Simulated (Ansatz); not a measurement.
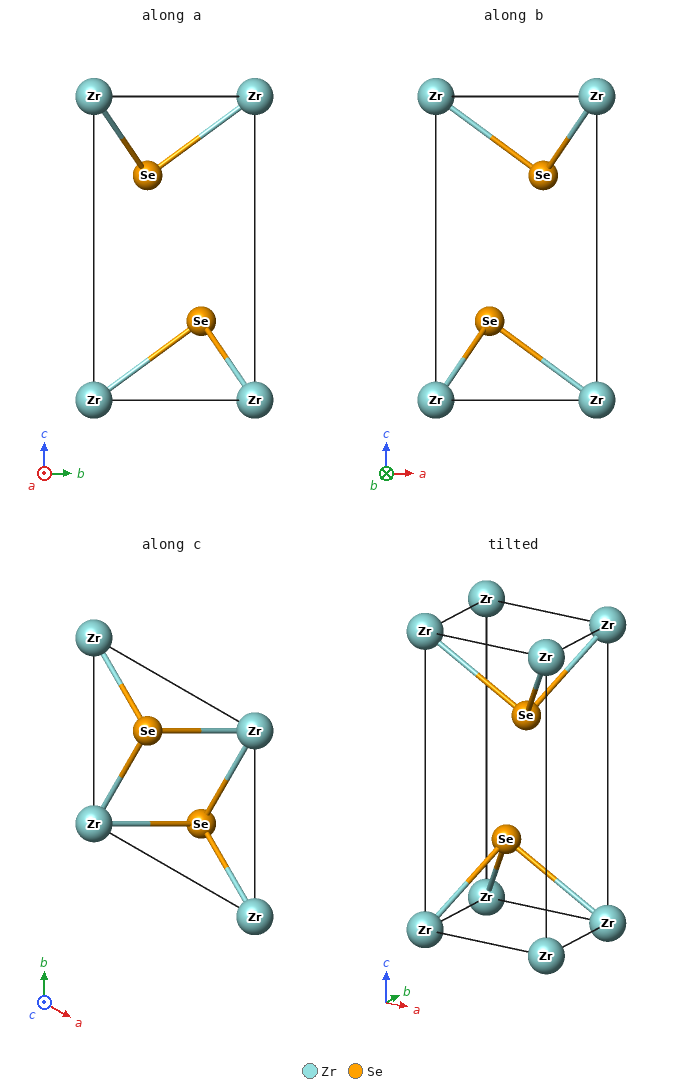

Structure drawing (ball-and-stick), viewed along the a axis, along the b axis, along the c axis and slightly off an axis. The frame is the conventional unit cell; atoms at its boundary are shown with their periodic copies.

Lattice parameters: a = 3.7527 Å, b = 3.7527 Å, c = 6.1305 Å, α = 90.000°, β = 90.000°, γ = 120.000°.

Question: Record the structure as a CIF in P1 with every atom of the cell, with free fractional coordinates to two decimals.

Answer:
```cif
data_structure
_symmetry_space_group_name_H-M 'P 1'
_symmetry_Int_Tables_number 1
_cell_length_a 3.7527
_cell_length_b 3.7527
_cell_length_c 6.1305
_cell_angle_alpha 90.000
_cell_angle_beta 90.000
_cell_angle_gamma 120.000
_cell_volume 74.77
loop_
_atom_site_label
_atom_site_type_symbol
_atom_site_fract_x
_atom_site_fract_y
_atom_site_fract_z
_atom_site_occupancy
Zr1 Zr 0.00 0.00 0.00 1
Se1 Se 0.3333 0.6667 0.26 1
Se2 Se 0.6667 0.3333 0.74 1
```

Origin of the cell: a structure type filled with these elements by a generator (whether the compound takes this form wasn't checked). The final geometry of a relaxation with DFT, PBE-D4, plane waves, PAW (Ansatz 0.2.0) is shown.
